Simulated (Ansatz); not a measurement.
**AlN: geometry relaxation (part 3 of 3)**

AlN (slab, 32 atoms in the cell); DFT PBE, scalar-relativistic, plane waves, PAW, no spin polarisation (Ansatz 0.2.0); cutoff 420 eV, 6×6×1 k-mesh, Gaussian smearing of 0.05 eV. The structure derives from an entry of the Crystallography Open Database. The input holds or restrains some coordinates. Forces given for the steps count only the free coordinates. It belongs to a series of runs on one base structure; here: clean slab, lower half held.

### Output, continued
```
  k-point 1: bands = ["-17.6079", "-16.5713", "-16.2232", "-16.0760", "-16.0760", "-15.5235", "-15.4392", "-15.4392", "-15.3236", "-14.2415", "-14.1405", "-14.1405", "-12.9731", "-11.9678", "-11.8777", "-11.8777", "-8.3813", "-8.3813", "-8.2744", "-7.8304", "-7.7206", "-7.7206", "-7.6259", "-6.3906", "-6.3906", "-6.3437", "-5.9486", "-5.5702", "-5.4235", "-5.4235", "-5.2181", "-5.2181", "-4.8697", "-4.4912", "-4.4912", "-4.4102", "-4.3927", "-4.2255", "-4.2255", "-4.0899", "-4.0899", "-4.0313", "-4.0262", "-4.0239", "-3.8627", "-3.5023", "-3.3591", "-3.0080", "-3.0080", "-2.6848", "-2.6428", "-2.6298", "-2.6298", "-2.2878", "-1.9459", "-0.8743", "-0.8003", "-0.8003", "-0.5206", "-0.4508", "-0.1301", "-0.0794", "-0.0166", "-0.0166", "0.1406", "0.5851", "0.7851", "0.7851", "2.4883", "2.5447", "2.5447", "2.7925", "3.4511", "3.5250", "3.5250", "3.6212", "3.9503", "4.0001", "4.0001", "4.3444", "4.9315", "5.4292", "5.4292", "5.4370", "5.6285", "5.8297", "5.9383", "5.9383", "6.6651", "6.7377", "6.7959", "6.7959", "7.1681", "7.2272", "7.3197", "7.3197"]
  k-point 2: bands = ["-17.3734", "-16.5954", "-16.3716", "-16.0989", "-16.0989", "-15.7631", "-15.4402", "-15.4402", "-15.1259", "-14.5072", "-14.1471", "-14.1471", "-12.7849", "-12.2074", "-11.8813", "-11.8813", "-8.0295", "-8.0295", "-7.6204", "-7.5715", "-7.4458", "-7.4458", "-7.1567", "-6.3125", "-6.2616", "-6.2616", "-6.0637", "-5.7414", "-5.7414", "-5.4260", "-5.4260", "-5.4109", "-5.1921", "-4.9354", "-4.9354", "-4.7123", "-4.4522", "-4.4260", "-4.2279", "-4.1793", "-4.1793", "-3.9673", "-3.9673", "-3.8986", "-3.6848", "-3.6238", "-3.5103", "-3.4936", "-3.4936", "-2.9918", "-2.5432", "-2.5073", "-2.5073", "-2.4054", "-2.1183", "-1.2987", "-1.2987", "-0.9974", "-0.5058", "-0.3919", "-0.2873", "-0.1238", "-0.0110", "0.0680", "0.0680", "0.2587", "0.8839", "0.8839", "3.0613", "3.2370", "3.2370", "3.3278", "3.8295", "3.8295", "3.8495", "4.0441", "4.4153", "4.5111", "4.5111", "4.7540", "5.4390", "5.4526", "5.6960", "5.6960", "5.8610", "6.0792", "6.1737", "6.1737", "6.4944", "6.5016", "6.6382", "6.6382", "6.7454", "6.8877", "7.0041", "7.0041"]
  k-point 6: bands = ["-16.8197", "-16.8197", "-16.8197", "-15.9257", "-15.9257", "-15.9257", "-15.8196", "-15.2865", "-14.6768", "-14.6768", "-14.6768", "-13.9543", "-12.3632", "-12.3632", "-12.3632", "-11.7089", "-7.4935", "-7.3841", "-7.0691", "-7.0691", "-7.0691", "-7.0426", "-6.8944", "-6.8944", "-6.8944", "-6.2823", "-6.2040", "-6.2040", "-6.2040", "-5.6692", "-4.9592", "-4.9237", "-4.9237", "-4.9237", "-4.9033", "-4.9033", "-4.9033", "-4.8253", "-4.5102", "-4.5102", "-4.5102", "-4.0131", "-4.0131", "-4.0131", "-3.8700", "-3.8614", "-3.3048", "-3.3048", "-3.3048", "-2.9125", "-2.9125", "-2.9125", "-2.6429", "-2.0714", "-1.9178", "-1.9178", "-1.9178", "-0.6592", "-0.6592", "-0.6592", "-0.0995", "-0.0995", "-0.0995", "0.1105", "0.1105", "0.1105", "0.1945", "1.6665", "2.6159", "3.9763", "3.9763", "3.9763", "4.1346", "4.6201", "4.6201", "4.6201", "5.0246", "5.0246", "5.0246", "5.2843", "5.3232", "5.3232", "5.3232", "5.3314", "5.9845", "6.1727", "6.1727", "6.1727", "6.3838", "6.4195", "6.4195", "6.4195", "6.6815", "6.6815", "6.6815", "6.8318"]
--- Relaxed structure (4 steps of the walk, 4 accepted, 0 SCFs on fresh bases) ---
  F+E_penalty+E_count = -14772.67515348 eV   max|allowed force component| = 2.890e-2 eV/Å
  atoms:
    - { symbol: N, position: [0.16666666666666666, 0.33333333333333337, 0.3383571208] }
    - { symbol: N, position: [0.16666666666666657, 0.8333333333333334, 0.3383571208] }
    - { symbol: N, position: [0.6666666666666667, 0.33333333333333337, 0.3383571208] }
    - { symbol: N, position: [0.6666666666666665, 0.8333333333333333, 0.3383571208] }
    - { symbol: Al, position: [0.33333333333333337, 0.16666666666666663, 0.36201891189999996] }
    - { symbol: Al, position: [0.3333333333333333, 0.6666666666666665, 0.36201891189999996] }
    - { symbol: Al, position: [0.8333333333333333, 0.1666666666666666, 0.36201891189999996] }
    - { symbol: Al, position: [0.8333333333333333, 0.6666666666666665, 0.36201891189999996] }
    - { symbol: N, position: [0.33333333333333337, 0.16666666666666663, 0.4382317766] }
    - { symbol: N, position: [0.3333333333333333, 0.6666666666666665, 0.4382317766] }
    - { symbol: N, position: [0.8333333333333333, 0.1666666666666666, 0.4382317766] }
    - { symbol: N, position: [0.8333333333333333, 0.6666666666666665, 0.4382317766] }
    - { symbol: Al, position: [0.16666666666666666, 0.33333333333333337, 0.4618935677] }
    - { symbol: Al, position: [0.16666666666666657, 0.8333333333333334, 0.4618935677] }
    - { symbol: Al, position: [0.6666666666666667, 0.33333333333333337, 0.4618935677] }
    - { symbol: Al, position: [0.6666666666666665, 0.8333333333333333, 0.4618935677] }
    - { symbol: N, position: [0.16666666666666666, 0.33333333333333337, 0.5403091968319629] }
    - { symbol: N, position: [0.16666666666666657, 0.8333333333333334, 0.5403091968319629] }
    - { symbol: N, position: [0.6666666666666667, 0.33333333333333337, 0.5403091968319629] }
    - { symbol: N, position: [0.6666666666666665, 0.8333333333333333, 0.5403091968319629] }
    - { symbol: Al, position: [0.33333333333333337, 0.16666666666666663, 0.5597172906705666] }
    - { symbol: Al, position: [0.3333333333333333, 0.6666666666666665, 0.5597172906705666] }
    - { symbol: Al, position: [0.8333333333333333, 0.1666666666666666, 0.5597172906705666] }
    - { symbol: Al, position: [0.8333333333333333, 0.6666666666666665, 0.5597172906705666] }
    - { symbol: N, position: [0.33333333333333337, 0.16666666666666663, 0.6391514085426957] }
    - { symbol: N, position: [0.3333333333333333, 0.6666666666666665, 0.6391514085426957] }
    - { symbol: N, position: [0.8333333333333333, 0.1666666666666666, 0.6391514085426957] }
    - { symbol: N, position: [0.8333333333333333, 0.6666666666666665, 0.6391514085426957] }
    - { symbol: Al, position: [0.16666666666666666, 0.33333333333333337, 0.6594370532296517] }
    - { symbol: Al, position: [0.16666666666666657, 0.8333333333333334, 0.6594370532296517] }
    - { symbol: Al, position: [0.6666666666666667, 0.33333333333333337, 0.6594370532296517] }
    - { symbol: Al, position: [0.6666666666666665, 0.8333333333333333, 0.6594370532296517] }
```

### Trajectory as extended XYZ (Å, eV, eV/Å), 3 of the 4 frames kept, from step=1 to step=4
```
32
Lattice="6.2605 0.0000 0.0000 -3.1302 5.4217 0.0000 0.0000 0.0000 25.1214" Properties=species:S:1:pos:R:3:forces:R:3 step=1 energy=-14772.36466
N     0.0000    1.8072    8.5000    0.0000   0.0000   1.9279
N    -1.5651    4.5181    8.5000    0.0000   0.0000   1.9279
N     3.1302    1.8072    8.5000    0.0000   0.0000   1.9279
N     1.5651    4.5181    8.5000    0.0000   0.0000   1.9279
Al    1.5651    0.9036    9.0944    0.0000   0.0000  -2.3383
Al    0.0000    3.6145    9.0944    0.0000   0.0000  -2.3383
Al    4.6954    0.9036    9.0944    0.0000   0.0000  -2.3383
Al    3.1302    3.6145    9.0944    0.0000   0.0000  -2.3383
N     1.5651    0.9036   11.0090    0.0000   0.0000   1.2565
N     0.0000    3.6145   11.0090    0.0000   0.0000   1.2565
N     4.6954    0.9036   11.0090    0.0000   0.0000   1.2565
N     3.1302    3.6145   11.0090    0.0000   0.0000   1.2565
Al    0.0000    1.8072   11.6034    0.0000   0.0000  -1.1985
Al   -1.5651    4.5181   11.6034    0.0000   0.0000  -1.1985
Al    3.1302    1.8072   11.6034    0.0000   0.0000  -1.1985
Al    1.5651    4.5181   11.6034    0.0000   0.0000  -1.1985
N     0.0000    1.8072   13.5180    0.0000   0.0000   1.0978
N    -1.5651    4.5181   13.5180    0.0000   0.0000   1.0978
N     3.1302    1.8072   13.5180    0.0000   0.0000   1.0978
N     1.5651    4.5181   13.5180    0.0000   0.0000   1.0978
Al    1.5651    0.9036   14.1124    0.0000   0.0000  -1.2746
Al    0.0000    3.6145   14.1124    0.0000   0.0000  -1.2746
Al    4.6954    0.9036   14.1124    0.0000   0.0000  -1.2746
Al    3.1302    3.6145   14.1124    0.0000   0.0000  -1.2746
N     1.5651    0.9036   16.0270    0.0000   0.0000   0.8257
N     0.0000    3.6145   16.0270    0.0000   0.0000   0.8257
N     4.6954    0.9036   16.0270    0.0000   0.0000   0.8257
N     3.1302    3.6145   16.0270    0.0000   0.0000   0.8257
Al    0.0000    1.8072   16.6214    0.0000   0.0000  -0.2974
Al   -1.5651    4.5181   16.6214    0.0000   0.0000  -0.2974
Al    3.1302    1.8072   16.6214    0.0000   0.0000  -0.2974
Al    1.5651    4.5181   16.6214    0.0000   0.0000  -0.2974
32
Lattice="6.2605 0.0000 0.0000 -3.1302 5.4217 0.0000 0.0000 0.0000 25.1214" Properties=species:S:1:pos:R:3:forces:R:3 step=3 energy=-14772.67063
N     0.0000    1.8072    8.5000    0.0000   0.0000   2.0711
N    -1.5651    4.5181    8.5000    0.0000   0.0000   2.0711
N     3.1302    1.8072    8.5000    0.0000   0.0000   2.0711
N     1.5651    4.5181    8.5000    0.0000   0.0000   2.0711
Al    1.5651    0.9036    9.0944    0.0000   0.0000  -2.6771
Al    0.0000    3.6145    9.0944    0.0000   0.0000  -2.6771
Al    4.6954    0.9036    9.0944    0.0000   0.0000  -2.6771
Al    3.1302    3.6145    9.0944    0.0000   0.0000  -2.6771
N     1.5651    0.9036   11.0090    0.0000   0.0000   1.8853
N     0.0000    3.6145   11.0090    0.0000   0.0000   1.8853
N     4.6954    0.9036   11.0090    0.0000   0.0000   1.8853
N     3.1302    3.6145   11.0090    0.0000   0.0000   1.8853
Al    0.0000    1.8072   11.6034    0.0000   0.0000  -1.2046
Al   -1.5651    4.5181   11.6034    0.0000   0.0000  -1.2046
Al    3.1302    1.8072   11.6034    0.0000   0.0000  -1.2046
Al    1.5651    4.5181   11.6034    0.0000   0.0000  -1.2046
N     0.0000    1.8072   13.5812    0.0000   0.0000   0.0707
N    -1.5651    4.5181   13.5812    0.0000   0.0000   0.0707
N     3.1302    1.8072   13.5812    0.0000   0.0000   0.0707
N     1.5651    4.5181   13.5812    0.0000   0.0000   0.0707
Al    1.5651    0.9036   14.0872    0.0000   0.0000  -0.0994
Al    0.0000    3.6145   14.0872    0.0000   0.0000  -0.0994
Al    4.6954    0.9036   14.0872    0.0000   0.0000  -0.0994
Al    3.1302    3.6145   14.0872    0.0000   0.0000  -0.0994
N     1.5651    0.9036   16.0873    0.0000   0.0000  -0.0244
N     0.0000    3.6145   16.0873    0.0000   0.0000  -0.0244
N     4.6954    0.9036   16.0873    0.0000   0.0000  -0.0244
N     3.1302    3.6145   16.0873    0.0000   0.0000  -0.0244
Al    0.0000    1.8072   16.6056    0.0000   0.0000  -0.0218
Al   -1.5651    4.5181   16.6056    0.0000   0.0000  -0.0218
Al    3.1302    1.8072   16.6056    0.0000   0.0000  -0.0218
Al    1.5651    4.5181   16.6056    0.0000   0.0000  -0.0218
32
Lattice="6.2605 0.0000 0.0000 -3.1302 5.4217 0.0000 0.0000 0.0000 25.1214" Properties=species:S:1:pos:R:3:forces:R:3 step=4 energy=-14772.67515
N     0.0000    1.8072    8.5000    0.0000   0.0000   2.0880
N    -1.5651    4.5181    8.5000    0.0000   0.0000   2.0880
N     3.1302    1.8072    8.5000    0.0000   0.0000   2.0880
N     1.5651    4.5181    8.5000    0.0000   0.0000   2.0880
Al    1.5651    0.9036    9.0944    0.0000   0.0000  -2.7152
Al    0.0000    3.6145    9.0944    0.0000   0.0000  -2.7152
Al    4.6954    0.9036    9.0944    0.0000   0.0000  -2.7152
Al    3.1302    3.6145    9.0944    0.0000   0.0000  -2.7152
N     1.5651    0.9036   11.0090    0.0000   0.0000   1.9450
N     0.0000    3.6145   11.0090    0.0000   0.0000   1.9450
N     4.6954    0.9036   11.0090    0.0000   0.0000   1.9450
N     3.1302    3.6145   11.0090    0.0000   0.0000   1.9450
Al    0.0000    1.8072   11.6034    0.0000   0.0000  -1.3501
Al   -1.5651    4.5181   11.6034    0.0000   0.0000  -1.3501
Al    3.1302    1.8072   11.6034    0.0000   0.0000  -1.3501
Al    1.5651    4.5181   11.6034    0.0000   0.0000  -1.3501
N     0.0000    1.8072   13.5733    0.0000   0.0000  -0.0090
N    -1.5651    4.5181   13.5733    0.0000   0.0000  -0.0090
N     3.1302    1.8072   13.5733    0.0000   0.0000  -0.0090
N     1.5651    4.5181   13.5733    0.0000   0.0000  -0.0090
Al    1.5651    0.9036   14.0609    0.0000   0.0000   0.0141
Al    0.0000    3.6145   14.0609    0.0000   0.0000   0.0141
Al    4.6954    0.9036   14.0609    0.0000   0.0000   0.0141
Al    3.1302    3.6145   14.0609    0.0000   0.0000   0.0141
N     1.5651    0.9036   16.0564    0.0000   0.0000  -0.0016
N     0.0000    3.6145   16.0564    0.0000   0.0000  -0.0016
N     4.6954    0.9036   16.0564    0.0000   0.0000  -0.0016
N     3.1302    3.6145   16.0564    0.0000   0.0000  -0.0016
Al    0.0000    1.8072   16.5660    0.0000   0.0000   0.0289
Al   -1.5651    4.5181   16.5660    0.0000   0.0000   0.0289
Al    3.1302    1.8072   16.5660    0.0000   0.0000   0.0289
Al    1.5651    4.5181   16.5660    0.0000   0.0000   0.0289
```

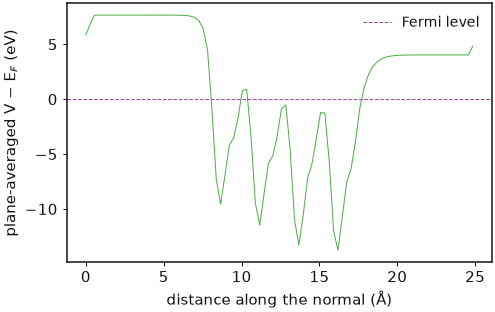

**Figure 1.** Plane average of the electrostatic potential energy of an electron across the cell, from the Fermi level. The vacuum level lies 4.04 eV above the Fermi level on the upper side and 7.67 eV on the lower.
